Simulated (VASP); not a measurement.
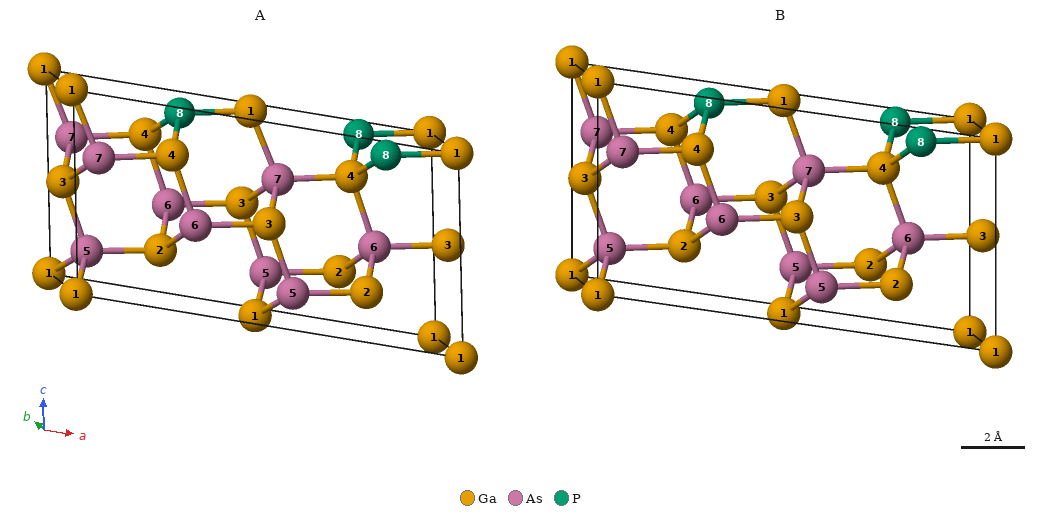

Two geometries of crystalline Ga₄As₃P (a generated structure, set up in Cm), drawn at one scale. One is the start of a relaxation, the other its converged end. The picture is a ball-and-stick view of the conventional cell (2 times the calculation's cell), seen slightly off an axis. Lengths and directions refer to the drawn axes.

Computed with VASP, Kohn-Sham DFT of a periodic cell, PBEsol, VASP PAW PBE potentials, recommended. Settings: plane-wave cutoff 600 eV; k-point mesh 2 × 2 × 2; occupations gaussian; smearing width 0.02 eV; no spin polarisation.

Which geometry has the lower energy?

Structure A is the relaxed one. The run lets cell and atoms move. The atom that moves furthest relative to the cell is Ga4 (0.087 Å along [1 0 3]). Largest moves by element: Ga 0.087 Å, As 0.045 Å, P 0.025 Å. Cell: a 13.310 → 12.935 Å (−2.8 %), b 4.013 → 4.232 Å (+5.5 %), c 6.951 → 6.682 Å (−3.9 %), β 100.0° → 102.5°. Volume −2.3 %. Some distances before and after: Ga1–P8 2.458 → 2.335 Å, Ga2–P8 2.458 → 2.357 Å, Ga2–As6 2.458 → 2.500 Å, Ga2–As5 2.458 → 2.423 Å. Among the angles between lasting bonds that change: Ga4–P8–Ga4 109.5° → 119.8°, P8–Ga4–P8 109.5° → 119.8°, Ga3–As7–Ga3 109.5° → 116.4°. The space group stays Cm (No. 8). The energy falls by 35.7 meV per atom in 13 geometry steps. The largest force component goes from 0.5 to 0.0085 eV/Å. The pressure goes from −1.52 to 0.02 GPa.
